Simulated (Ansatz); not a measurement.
# WSe2 (P6_3/mmc): one cell, many starting occupations, part 3 of 3

Task: map the metastable states of WSe2 (P6_3/mmc) by varying the start. Cell and atoms stay fixed.

Ansatz 0.2.0; DFT PBEsol+U (U_eff = 4 eV on W d), plane waves, PAW, no spin–orbit coupling unless a run says so. The steps go on from the part before.

## (4) Random orbitals: single harmonics, first filling

Input file input.yaml:

```yaml
crystal:
  lattice:
    - [3.28999882, 0.0, 0.0]
    - [-1.64499941, 2.84922255, 0.0]
    - [0.0, 0.0, 12.97000144]
  atoms:
    - { symbol: W, position: [0.3333333333, 0.6666666667, 0.25], spin: 2.0 }
    - { symbol: W, position: [0.6666666667, 0.3333333333, 0.75], spin: -2.0 }
    - { symbol: Se, position: [0.3333333333, 0.6666666667, 0.621] }
    - { symbol: Se, position: [0.6666666667, 0.3333333333, 0.121] }
    - { symbol: Se, position: [0.3333333333, 0.6666666667, 0.879] }
    - { symbol: Se, position: [0.6666666667, 0.3333333333, 0.379] }
basis:
  ecutwfc: 420
  ecutrho_ratio: 4
kpoints:
  mp_grid: { grid: [7, 7, 2] }
hamiltonian:
  xc: pbesol
  hubbard:
    sites:
      - { site: 0, l: d, u_eff: 4.0, starting_ns: [{ spin: up, occupation_matrix: s0up }, { spin: down, occupation_matrix: s0down }] }
      - { site: 1, l: d, u_eff: 4.0, starting_ns: [{ spin: up, occupation_matrix: s1up }, { spin: down, occupation_matrix: s1down }] }
    occupation_matrices:
      s0up:
        matrix:
          - [0.02, 0.0, 0.0, 0.0, 0.0]
          - [0.0, 0.02, 0.0, 0.0, 0.0]
          - [0.0, 0.0, 0.02, 0.0, 0.0]
          - [0.0, 0.0, 0.0, 0.97, 0.0]
          - [0.0, 0.0, 0.0, 0.0, 0.97]
      s0down:
        matrix:
          - [0.02, 0.0, 0.0, 0.0, 0.0]
          - [0.0, 0.02, 0.0, 0.0, 0.0]
          - [0.0, 0.0, 0.02, 0.0, 0.0]
          - [0.0, 0.0, 0.0, 0.02, 0.0]
          - [0.0, 0.0, 0.0, 0.0, 0.02]
      s1up:
        matrix:
          - [0.02, 0.0, 0.0, 0.0, 0.0]
          - [0.0, 0.02, 0.0, 0.0, 0.0]
          - [0.0, 0.0, 0.02, 0.0, 0.0]
          - [0.0, 0.0, 0.0, 0.02, 0.0]
          - [0.0, 0.0, 0.0, 0.0, 0.02]
      s1down:
        matrix:
          - [0.97, 0.0, 0.0, 0.0, 0.0]
          - [0.0, 0.02, 0.0, 0.0, 0.0]
          - [0.0, 0.0, 0.02, 0.0, 0.0]
          - [0.0, 0.0, 0.0, 0.97, 0.0]
          - [0.0, 0.0, 0.0, 0.0, 0.02]
    ns_hold: { iters: 5 }
scf:
  occupations: { method: gaussian, width: 0.05 }
  lower_state_search: "off"
  max_iter: 150
output:
  forces: true
  stress: true
  eigenvalues: true
  populations: true
  hubbard: { sites: [{ site: 0, l: d }, { site: 1, l: d }] }
  write_density: true
  write_potential: true
  elf: true
  volumetric_format: npy
magnetization:
  spin_polarized: true
```

The typed matrices put 0.97 on the chosen orbitals and 0.02 on the others, and are held for 5 cycles.

The run is started by

```console
> ansatz run input.yaml --threads 4 --pin off --max-ram 6144MiB --backend cpu --events-out ev --progress --plain --runs-dir out
```

What it wrote (excerpt; [...] marks lines left out):

```text
Warning: crystal.symmetry: narrowed to the stabiliser of the occupation matrices — unitary ops 12 → 4, anti-unitary 12 → 0; lowered by the specified shells (site 0, l: d), (site 1, l: d); largest admitted image defect 4.4e-16, smallest excluded 7.1e-1 — at a splitting's scale: the group [...]
Warning: RAYON_NUM_THREADS=4 ignored (pool sized by the plan → 4); use --threads N
W: projections on atomic orbitals take those of the free atom [Kr 4d10 4f14] 5s2 5p6 5d4 6s2, of charge +0.00 (hamiltonian.pseudopotentials.projection_atoms); the dataset's partial waves leave at most 6.5e-5 of an orbital's norm unspanned inside its sphere
Se: projections on atomic orbitals take those of the free atom [Ar] 3d10 4s2 4p4, of charge +0.00 (hamiltonian.pseudopotentials.projection_atoms); the dataset's partial waves leave at most 2.3e-6 of an orbital's norm unspanned inside its sphere
[...]
WARN: the starting moments were not kept: the SCF closed with an absolute magnetisation of 3.2e-5 μB, where they sum to 4 μB in size (2 sites). That is at most 0.1 of that sum. Measured as dr2_m measures the in/out step, that magnetisation stands 2.3e-10 eV from none, at or under the [...]
WARN: hamiltonian.hubbard: on 4 of 4 specified blocks the occupation matrix of this SCF's result fails the test of the specified filling. At site 0 ↑ (sites count from 0 in the list of atoms of the cell that this SCF solves) the least filled combination of the orbitals specified full has [...]
  specified occupation → W0 d_5D up: matrix, ‖Δ‖_F = 1.0569, Tr Δ = -0.5219, displaced = 1.1762, d_λ = 0.9945; orbital distance = 1.2247
  specified occupation → W0 d_5D dn: matrix, ‖Δ‖_F = 1.0877, Tr Δ = -2.4219, displaced = 1.2109, d_λ = 1.0877; orbital distance = 0.0000
  W1 d_5D: site group D3h (-6m2)
  W1 d_5D up     Tr n = 2.5219  λ = 0.459 0.459 0.512 0.512 0.580  [2× xz 0.50 E''(1.00) | 2× x2-y2 0.50 E'(1.00) | z2 1.00 A1'(1.00)]
  W1 d_5D dn     Tr n = 2.5219  λ = 0.459 0.459 0.512 0.512 0.580  [2× xz 0.50 E''(1.00) | 2× x2-y2 0.50 E'(1.00) | z2 1.00 A1'(1.00)]
  specified occupation → W1 d_5D up: matrix, ‖Δ‖_F = 1.0877, Tr Δ = -2.4219, displaced = 1.2109, d_λ = 1.0877; orbital distance = 0.0000
  specified occupation → W1 d_5D dn: matrix, ‖Δ‖_F = 0.9946, Tr Δ = -0.5219, displaced = 1.1089, d_λ = 0.9945; orbital distance = 0.7071
  Tr n, λ and their labels are of the run-group-symmetrised matrices; stabiliser: 48 of 48 elements of G0×{1,Θ} (closed), max defect 3.8e-5 at τ = 3.1e-4
```

It took 29 s on 4 threads of AMD EPYC 7B13 (Zen 3), shared host; peak memory 0.8 GiB.

Result: a gap on the mesh of 1.22 eV, pressure -1.1 GPa, no moment over 0.05 μB in any sphere, largest force component 0.13 eV/Å, 4 symmetry operations imposed. The program reports that the typed filling wasn't kept.

The shells' filling, with natural orbitals sorted by occupation:

```
        shell  channel  electrons  over 0.8  0.2 to 0.8  under 0.2
W 5d (atom 1)       up       2.52         0           5          0
W 5d (atom 1)     down       2.52         0           5          0
```

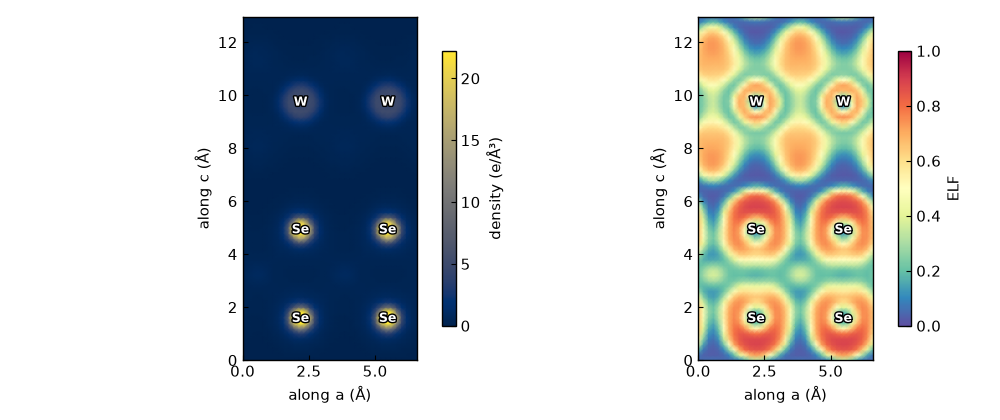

Density (left) and ELF (right) in a lattice plane of the grid's cell (edges 3.29 and 12.97 Å, at 0.333 of the third edge), which holds W and Se. Only atoms in the plane are labelled; the density scale stops at 22.22 e/Å³. Both are smooth fields of the valence electrons: close to the nuclei they are not physical.

The highest ELF values outside the cores: 0.89 beside Se, off the lines to its neighbours, 0.9 Å from Se; 0.79 on the Se–W line, 0.8 Å from Se; 0.48 between the atoms, 1.9 Å from W.

## (5) Random orbitals: fully mixed, first filling

Edit input.yaml of step 4 so:

```diff
@@ -26,7 +26,7 @@
         matrix:
-          - [0.02, 0.0, 0.0, 0.0, 0.0]
-          - [0.0, 0.02, 0.0, 0.0, 0.0]
-          - [0.0, 0.0, 0.02, 0.0, 0.0]
-          - [0.0, 0.0, 0.0, 0.97, 0.0]
-          - [0.0, 0.0, 0.0, 0.0, 0.97]
+          - [0.07872, 0.18871, 0.03425, -0.11072, -0.05737]
+          - [0.18871, 0.84513, 0.2022, -0.11167, 0.11862]
+          - [0.03425, 0.2022, 0.07879, 0.03829, 0.09419]
+          - [-0.11072, -0.11167, 0.03829, 0.50144, 0.44653]
+          - [-0.05737, 0.11862, 0.09419, 0.44653, 0.49592]
       s0down:
@@ -47,7 +47,7 @@
         matrix:
-          - [0.97, 0.0, 0.0, 0.0, 0.0]
-          - [0.0, 0.02, 0.0, 0.0, 0.0]
-          - [0.0, 0.0, 0.02, 0.0, 0.0]
-          - [0.0, 0.0, 0.0, 0.97, 0.0]
-          - [0.0, 0.0, 0.0, 0.0, 0.02]
+          - [0.07872, 0.18871, 0.03425, -0.11072, -0.05737]
+          - [0.18871, 0.84513, 0.2022, -0.11167, 0.11862]
+          - [0.03425, 0.2022, 0.07879, 0.03829, 0.09419]
+          - [-0.11072, -0.11167, 0.03829, 0.50144, 0.44653]
+          - [-0.05737, 0.11862, 0.09419, 0.44653, 0.49592]
     ns_hold: { iters: 5 }
```

The typed matrices are held for 5 cycles.

The run is started by

```console
> ansatz run input.yaml --threads 4 --pin off --max-ram 6144MiB --backend cpu --events-out ev --progress --plain --runs-dir out
```

What it wrote (excerpt; [...] marks lines left out):

```text
Warning: crystal.symmetry: narrowed to the stabiliser of the occupation matrices — unitary ops 12 → 1, anti-unitary 12 → 1; lowered by the specified shells (site 0, l: d), (site 1, l: d); largest admitted image defect 4.4e-16, smallest excluded 3.8e-1 — at a splitting's scale: the group [...]
Warning: RAYON_NUM_THREADS=4 ignored (pool sized by the plan → 4); use --threads N
W: projections on atomic orbitals take those of the free atom [Kr 4d10 4f14] 5s2 5p6 5d4 6s2, of charge +0.00 (hamiltonian.pseudopotentials.projection_atoms); the dataset's partial waves leave at most 6.5e-5 of an orbital's norm unspanned inside its sphere
Se: projections on atomic orbitals take those of the free atom [Ar] 3d10 4s2 4p4, of charge +0.00 (hamiltonian.pseudopotentials.projection_atoms); the dataset's partial waves leave at most 2.3e-6 of an orbital's norm unspanned inside its sphere
[...]
WARN: the starting moments were not kept: the SCF closed with an absolute magnetisation of 3.1e-5 μB, where they sum to 4 μB in size (2 sites). That is at most 0.1 of that sum. Measured as dr2_m measures the in/out step, that magnetisation stands 9.4e-11 eV from none, at or under the [...]
WARN: hamiltonian.hubbard: on 4 of 4 specified blocks the occupation matrix of this SCF's result fails the test of the specified filling. At site 0 ↑ (sites count from 0 in the list of atoms of the cell that this SCF solves) the least filled combination of the orbitals specified full has [...]
  specified occupation → W0 d_5D up: matrix, ‖Δ‖_F = 1.0973, Tr Δ = -0.5219, displaced = 1.2227, d_λ = 0.9945; orbital distance = 1.5390
  specified occupation → W0 d_5D dn: matrix, ‖Δ‖_F = 1.0877, Tr Δ = -2.4219, displaced = 1.2109, d_λ = 1.0877; orbital distance = 0.0000
  W1 d_5D: site group D3h (-6m2)
  W1 d_5D up     Tr n = 2.5219  λ = 0.459 0.459 0.512 0.512 0.580  [2× xz 0.50 E''(1.00) | 2× x2-y2 0.50 E'(1.00) | z2 1.00 A1'(1.00)]
  W1 d_5D dn     Tr n = 2.5219  λ = 0.459 0.459 0.512 0.512 0.580  [2× xz 0.50 E''(1.00) | 2× x2-y2 0.50 E'(1.00) | z2 1.00 A1'(1.00)]
  specified occupation → W1 d_5D up: matrix, ‖Δ‖_F = 1.0877, Tr Δ = -2.4219, displaced = 1.2109, d_λ = 1.0877; orbital distance = 0.0000
  specified occupation → W1 d_5D dn: matrix, ‖Δ‖_F = 1.0973, Tr Δ = -0.5219, displaced = 1.2227, d_λ = 0.9945; orbital distance = 1.5390
  Tr n, λ and their labels are of the run-group-symmetrised matrices; stabiliser: 48 of 48 elements of G0×{1,Θ} (closed), max defect 1.6e-5 at τ = 2.2e-4
```

Run time: 41 s. Hardware: 4 threads of AMD EPYC 7B13 (Zen 3), shared host; peak memory 0.95 GiB.

End state: a gap on the mesh of 1.22 eV, pressure -1.1 GPa, no moment over 0.05 μB in any sphere, largest force component 0.13 eV/Å, 1 symmetry operation imposed. The program reports that the typed filling wasn't kept.

How the shells are filled (orbitals counted by the eigenvalues of the occupation matrices):

```
        shell  channel  electrons  over 0.8  0.2 to 0.8  under 0.2
W 5d (atom 1)       up       2.52         0           5          0
W 5d (atom 1)     down       2.52         0           5          0
```

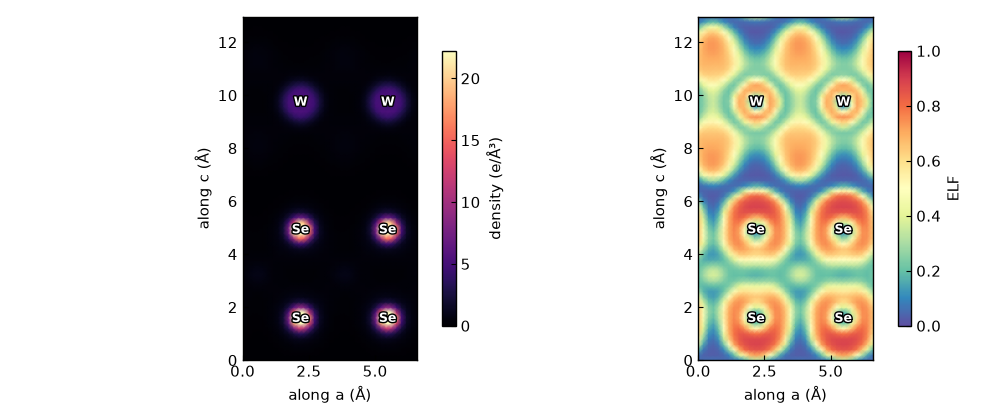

Density (left) and ELF (right) in a lattice plane of the grid's cell (edges 3.29 and 12.97 Å, at 0.333 of the third edge), which holds W and Se. Only atoms in the plane are labelled; the density scale stops at 22.22 e/Å³. Both are smooth fields of the valence electrons: close to the nuclei they are not physical.

The highest ELF values outside the cores: 0.89 beside Se, off the lines to its neighbours, 0.9 Å from Se; 0.79 on the Se–W line, 0.8 Å from Se; 0.48 between the atoms, 1.9 Å from W.

## (6) Random orbitals: drawn by pairs, first filling

Edit input.yaml of step 5 so:

```diff
@@ -26,7 +26,7 @@
         matrix:
-          - [0.07872, 0.18871, 0.03425, -0.11072, -0.05737]
-          - [0.18871, 0.84513, 0.2022, -0.11167, 0.11862]
-          - [0.03425, 0.2022, 0.07879, 0.03829, 0.09419]
-          - [-0.11072, -0.11167, 0.03829, 0.50144, 0.44653]
-          - [-0.05737, 0.11862, 0.09419, 0.44653, 0.49592]
+          - [0.97, 0.0, 0.0, 0.0, 0.0]
+          - [0.0, 0.73413, -0.41042, 0.0, 0.0]
+          - [0.0, -0.41042, 0.25587, 0.0, 0.0]
+          - [0.0, 0.0, 0.0, 0.02, 0.0]
+          - [0.0, 0.0, 0.0, 0.0, 0.02]
       s0down:
@@ -47,8 +47,8 @@
         matrix:
-          - [0.07872, 0.18871, 0.03425, -0.11072, -0.05737]
-          - [0.18871, 0.84513, 0.2022, -0.11167, 0.11862]
-          - [0.03425, 0.2022, 0.07879, 0.03829, 0.09419]
-          - [-0.11072, -0.11167, 0.03829, 0.50144, 0.44653]
-          - [-0.05737, 0.11862, 0.09419, 0.44653, 0.49592]
-    ns_hold: { iters: 5 }
+          - [0.97, 0.0, 0.0, 0.0, 0.0]
+          - [0.0, 0.97, 0.0, 0.0, 0.0]
+          - [0.0, 0.0, 0.02, 0.0, 0.0]
+          - [0.0, 0.0, 0.0, 0.02, 0.0]
+          - [0.0, 0.0, 0.0, 0.0, 0.02]
+    ns_hold: until_converged
 scf:
@@ -63,6 +63,2 @@
   hubbard: { sites: [{ site: 0, l: d }, { site: 1, l: d }] }
-  write_density: true
-  write_potential: true
-  elf: true
-  volumetric_format: npy
 magnetization:
```

The typed matrices put 0.97 on the chosen orbitals and 0.02 on the others, and are held until the SCF converges, then released.

The run is started by

```console
> ansatz run input.yaml --threads 4 --pin off --max-ram 6144MiB --backend cpu --events-out ev --progress --plain --runs-dir out
```

What it wrote (excerpt; [...] marks lines left out):

```text
Warning: crystal.symmetry: narrowed to the stabiliser of the occupation matrices — unitary ops 12 → 2, anti-unitary 12 → 0; lowered by the specified shells (site 0, l: d), (site 1, l: d); largest admitted image defect 4.4e-16, smallest excluded 4.1e-1 — at a splitting's scale: the group [...]
Warning: RAYON_NUM_THREADS=4 ignored (pool sized by the plan → 4); use --threads N
W: projections on atomic orbitals take those of the free atom [Kr 4d10 4f14] 5s2 5p6 5d4 6s2, of charge +0.00 (hamiltonian.pseudopotentials.projection_atoms); the dataset's partial waves leave at most 6.5e-5 of an orbital's norm unspanned inside its sphere
Se: projections on atomic orbitals take those of the free atom [Ar] 3d10 4s2 4p4, of charge +0.00 (hamiltonian.pseudopotentials.projection_atoms); the dataset's partial waves leave at most 2.3e-6 of an orbital's norm unspanned inside its sphere
[...]
WARN: the starting moments were not kept: the SCF closed with an absolute magnetisation of 2.9e-5 μB, where they sum to 4 μB in size (2 sites). That is at most 0.1 of that sum. Measured as dr2_m measures the in/out step, that magnetisation stands 1.5e-10 eV from none, at or under the [...]
WARN: hamiltonian.hubbard: on 4 of 4 specified blocks the occupation matrix of this SCF's result fails the test of the specified filling. At site 0 ↑ (sites count from 0 in the list of atoms of the cell that this SCF solves) the least filled combination of the orbitals specified full has [...]
  specified occupation → W0 d_5D up: matrix, ‖Δ‖_F = 1.0446, Tr Δ = -0.5219, displaced = 1.1625, d_λ = 0.9945; orbital distance = 1.2247
  specified occupation → W0 d_5D dn: matrix, ‖Δ‖_F = 1.0877, Tr Δ = -2.4219, displaced = 1.2109, d_λ = 1.0877; orbital distance = 0.0000
  W1 d_5D: site group D3h (-6m2)
  W1 d_5D up     Tr n = 2.5219  λ = 0.459 0.459 0.512 0.512 0.580  [2× xz 0.50 E''(1.00) | 2× x2-y2 0.50 E'(1.00) | z2 1.00 A1'(1.00)]
  W1 d_5D dn     Tr n = 2.5219  λ = 0.459 0.459 0.512 0.512 0.580  [2× xz 0.50 E''(1.00) | 2× x2-y2 0.50 E'(1.00) | z2 1.00 A1'(1.00)]
  specified occupation → W1 d_5D up: matrix, ‖Δ‖_F = 1.0877, Tr Δ = -2.4219, displaced = 1.2109, d_λ = 1.0877; orbital distance = 0.0000
  specified occupation → W1 d_5D dn: matrix, ‖Δ‖_F = 1.0446, Tr Δ = -0.5219, displaced = 1.1625, d_λ = 0.9945; orbital distance = 1.2247
  Tr n, λ and their labels are of the run-group-symmetrised matrices; stabiliser: 48 of 48 elements of G0×{1,Θ} (closed), max defect 2.8e-5 at τ = 2.4e-4
```

Run time: 63 s. Hardware: 4 threads of AMD EPYC 7B13 (Zen 3), shared host; peak memory 0.95 GiB.

End state: a gap on the mesh of 1.22 eV, pressure -1.1 GPa, no moment over 0.05 μB in any sphere, largest force component 0.13 eV/Å, 2 symmetry operations imposed. The program reports that the typed filling wasn't kept.

The shells' filling, with natural orbitals sorted by occupation:

```
        shell  channel  electrons  over 0.8  0.2 to 0.8  under 0.2
W 5d (atom 1)       up       2.52         0           5          0
W 5d (atom 1)     down       2.52         0           5          0
```

## (7) From atoms, default search

Input file input.yaml:

```yaml
crystal:
  lattice:
    - [3.28999882, 0.0, 0.0]
    - [-1.64499941, 2.84922255, 0.0]
    - [0.0, 0.0, 12.97000144]
  atoms:
    - { symbol: W, position: [0.3333333333, 0.6666666667, 0.25], spin: 2.0 }
    - { symbol: W, position: [0.6666666667, 0.3333333333, 0.75], spin: -2.0 }
    - { symbol: Se, position: [0.3333333333, 0.6666666667, 0.621] }
    - { symbol: Se, position: [0.6666666667, 0.3333333333, 0.121] }
    - { symbol: Se, position: [0.3333333333, 0.6666666667, 0.879] }
    - { symbol: Se, position: [0.6666666667, 0.3333333333, 0.379] }
basis:
  ecutwfc: 420
  ecutrho_ratio: 4
kpoints:
  mp_grid: { grid: [7, 7, 2] }
hamiltonian:
  xc: pbesol
  hubbard:
    sites: [{ site: 0, l: d, u_eff: 4.0 }, { site: 1, l: d, u_eff: 4.0 }]
scf:
  occupations: { method: gaussian, width: 0.05 }
output:
  forces: true
  stress: true
  eigenvalues: true
  populations: true
  hubbard: { sites: [{ site: 0, l: d }, { site: 1, l: d }] }
  write_density: true
  write_potential: true
  elf: true
  volumetric_format: npy
magnetization:
  spin_polarized: true
```

The run is started by

```console
> ansatz run input.yaml --threads 4 --pin off --max-ram 6144MiB --backend cpu --events-out ev --progress --plain --runs-dir out
```

What it wrote (excerpt; [...] marks lines left out):

```text
Warning: RAYON_NUM_THREADS=4 ignored (pool sized by the plan → 4); use --threads N
W: projections on atomic orbitals take those of the free atom [Kr 4d10 4f14] 5s2 5p6 5d4 6s2, of charge +0.00 (hamiltonian.pseudopotentials.projection_atoms); the dataset's partial waves leave at most 6.5e-5 of an orbital's norm unspanned inside its sphere
Se: projections on atomic orbitals take those of the free atom [Ar] 3d10 4s2 4p4, of charge +0.00 (hamiltonian.pseudopotentials.projection_atoms); the dataset's partial waves leave at most 2.3e-6 of an orbital's norm unspanned inside its sphere
[...]
WARN: the starting moments were not kept: the SCF closed with an absolute magnetisation of 4.3e-6 μB, where they sum to 4 μB in size (2 sites). That is at most 0.1 of that sum. Measured as dr2_m measures the in/out step, that magnetisation stands 2.8e-12 eV from none, at or under the [...]
  W0 d_5D up     Tr n = 2.5219  λ = 0.459 0.459 0.512 0.512 0.580  [2× xz 0.50 E''(1.00) | 2× x2-y2 0.50 E'(1.00) | z2 1.00 A1'(1.00)]
  W0 d_5D dn     Tr n = 2.5219  λ = 0.459 0.459 0.512 0.512 0.580  [2× xz 0.50 E''(1.00) | 2× x2-y2 0.50 E'(1.00) | z2 1.00 A1'(1.00)]
  W1 d_5D: site group D3h (-6m2)
  W1 d_5D up     Tr n = 2.5219  λ = 0.459 0.459 0.512 0.512 0.580  [2× xz 0.50 E''(1.00) | 2× x2-y2 0.50 E'(1.00) | z2 1.00 A1'(1.00)]
  W1 d_5D dn     Tr n = 2.5219  λ = 0.459 0.459 0.512 0.512 0.580  [2× xz 0.50 E''(1.00) | 2× x2-y2 0.50 E'(1.00) | z2 1.00 A1'(1.00)]
  Tr n, λ and their labels are of the run-group-symmetrised matrices; stabiliser: 48 of 48 elements of G0×{1,Θ} (closed), max defect 3.1e-6 at τ = 7.2e-5
```

It took 25 s on 4 threads of AMD EPYC 7B13 (Zen 3), shared host; peak memory 0.73 GiB.

End state: a gap on the mesh of 1.22 eV, pressure -1.1 GPa, no moment over 0.05 μB in any sphere, largest force component 0.13 eV/Å, 12 symmetry operations imposed.

How the shells are filled (orbitals counted by the eigenvalues of the occupation matrices):

```
        shell  channel  electrons  over 0.8  0.2 to 0.8  under 0.2
W 5d (atom 1)       up       2.52         0           5          0
W 5d (atom 1)     down       2.52         0           5          0
```

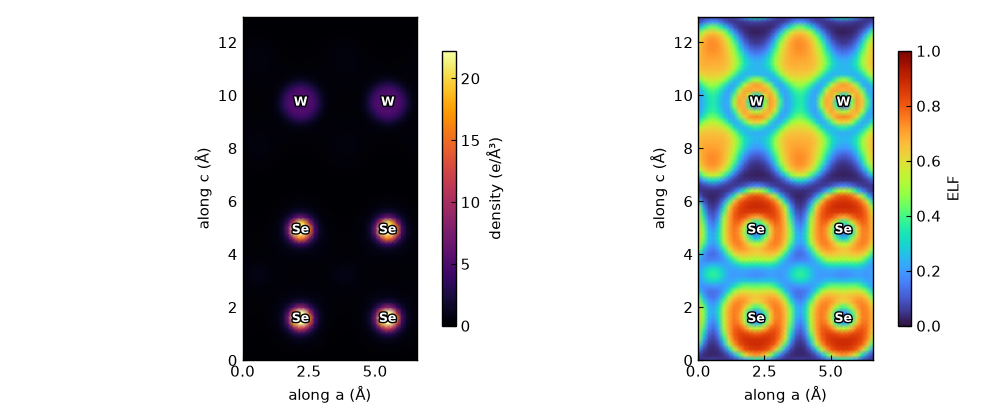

Density (left) and ELF (right) in a lattice plane of the grid's cell (edges 3.29 and 12.97 Å, at 0.333 of the third edge), which holds W and Se. Only atoms in the plane are labelled; the density scale stops at 22.22 e/Å³. Both are smooth fields of the valence electrons: close to the nuclei they are not physical.

Maxima of ELF outside the ion cores: 0.89 beside Se, off the lines to its neighbours, 0.9 Å from Se; 0.79 on the Se–W line, 0.8 Å from Se; 0.48 between the atoms, 1.9 Å from W.

## (8) Results

The summary covers parts 1 to 3.

Energies count from the lowest free state and have the smearing extrapolated to zero.

| start | energy (meV/atom) | gap (eV) | pressure (GPa) | largest moment (μB) | SCF cycles | time |
| --- | --- | --- | --- | --- | --- | --- |
| from atoms, symmetry kept, no search | 0.0 | 1.22 | -1.1 | 0.00 | 17 | 10 s |
| from atoms, default search | 0.0 | 1.22 | -1.1 | 0.00 | 17 | 25 s |
| natural orbitals of the symmetric run, filled by rank | 0.0 | 1.22 | -1.1 | 0.00 | 33 | 39 s |
| random orbitals: drawn by pairs, first filling | 0.0 | 1.22 | -1.1 | 0.00 | 34 | 63 s |
| random orbitals: fully mixed, first filling | 0.0 | 1.22 | -1.1 | 0.00 | 22 | 41 s |
| random orbitals: single harmonics, first filling | 0.0 | 1.22 | -1.1 | 0.00 | 30 | 29 s |

The 6 free runs end within about 1 meV/atom of each other. The run with the program's default settings reaches the lowest one found. The lowest state found need not be the ground state, and the geometry wasn't relaxed for any of them. Spin–orbit coupling is left out.
